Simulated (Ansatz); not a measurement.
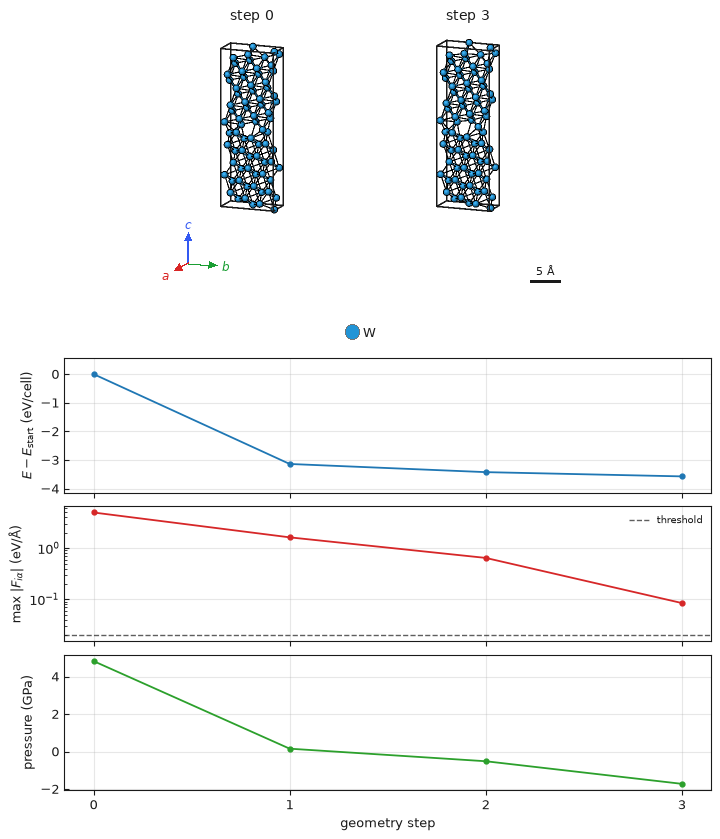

First and last geometry of a relaxation of an interface cell of composition W, with the history of the run. A ball-and-stick model of the conventional cell (2 times the calculation's cell) (origin shifted), seen slightly off an axis. Lengths and directions refer to the drawn axes.

Case: symmetric tilt boundary Sigma 9 (4 1 1), mirror between planes, shift [0.5, 0].

Theory: DFT PBEsol, scalar-relativistic, plane waves, PAW in Ansatz 0.2.0. Set-up: plane-wave cutoff 420 eV; k-point mesh 8 × 8 × 2; occupations gaussian; smearing width 0.1 eV; no spin polarisation; cell relaxed at fixed a, b, alpha, beta, gamma; force threshold 0.02 eV/Å; at most 60 steps.

What do the curves and the structures tell?

Answer. The run was cut off at its time limit before the relaxation converged, so the last structure is only a point on the way. After 3 geometry steps the energy has fallen by 3.572 eV per cell of the calculation. Largest force component: 5 eV/Å at the start, 0.085 eV/Å at the end. Pressure: 4.82 GPa at the start and −1.72 GPa at the end. The largest moves relative to the cell, 0.25 Å, are those of W atoms. Cell: a unchanged at 4.461 Å, b unchanged at 9.463 Å, c 27.066 → 27.506 Å (+1.6 %). Volume +1.6 %. Near-neighbour distances that change, for instance: W–W 2.432 → 2.826 Å, W–W 2.405 → 2.634 Å, W–W 2.661 → 2.831 Å, W–W 2.732 → 2.604 Å.
